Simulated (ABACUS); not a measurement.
System: PtS₂ (space group P-3m1).

Calculation (ABACUS 3.10.1): DFT in plane waves or numerical atomic orbitals with pseudopotentials, no spin polarisation; energies at scaled volumes of the given cell, shape and fractions fixed, counted from the fit's minimum, third-order Birch-Murnaghan fit. All runs: no spin polarisation.

- k mesh: 7×7×4
- occupations: Fermi–Dirac
- smearing width: 0.05 eV

Settings that differ: PBEsol: density cutoff 4570 eV, wave cutoff 1140 eV, potentials PseudoDojo-NC-SR-0.4-PBEsol-stringent; LDA-PW92: density cutoff 4570 eV, wave cutoff 1140 eV, potentials PseudoDojo-NC-SR-0.4.1-LDA-standard; LDA: density cutoff 4350 eV, wave cutoff 544 eV, PAW set soft_1, potentials GBRV-ultrasoft-1.5-LDA.

What does the calculation give for the pressure against volume, with one curve for each functional? The cases: PBEsol; LDA-PW92; LDA.

The fitted equilibrium volumes, smallest first, are LDA-PW92 18.665, LDA 18.684, PBEsol 19.020 Å³/atom. The fitted bulk moduli, smallest first, are PBEsol 139.1, LDA-PW92 147.4, LDA 147.7 GPa. For PBEsol, the pressure falls from 18.19 GPa at volume 17.17 Å³/atom to −2.34 GPa at 19.36 Å³/atom, and changes sign near 19.04 Å³/atom. For LDA-PW92, the pressure falls from 15.03 GPa at volume 17.17 Å³/atom to −4.93 GPa at 19.36 Å³/atom, and changes sign near 18.67 Å³/atom.

PBEsol:
```
volume (Å³/atom)  pressure (GPa)
           17.17           18.19
           17.90            9.76
           18.63            3.05
           19.36           -2.34
```

LDA-PW92:
```
volume (Å³/atom)  pressure (GPa)
           17.17           15.03
           17.90            6.83
           18.63            0.30
           19.36           -4.93
```

LDA:
```
volume (Å³/atom)  pressure (GPa)
           17.17           14.96
           17.90            6.71
           18.63            0.16
           19.36           -5.08
```

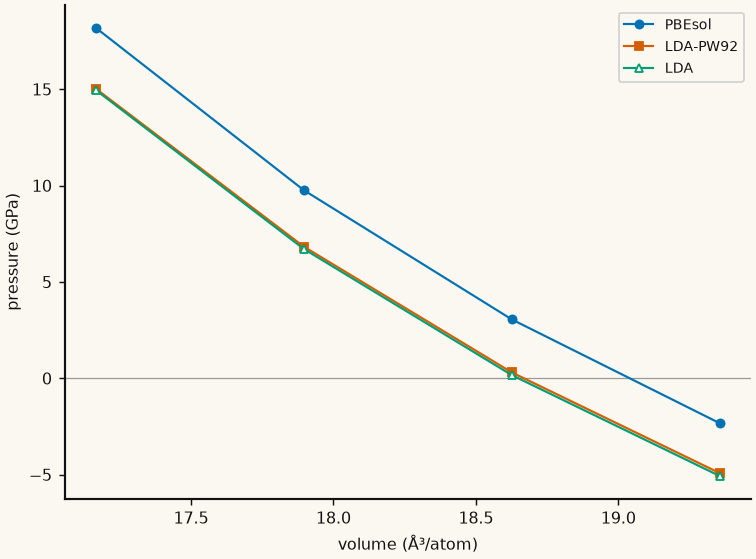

Keep in mind: spin-orbit coupling left out, heavy elements; shape and atomic fractions are frozen while scaling, which makes layered, chain and framework solids too stiff.
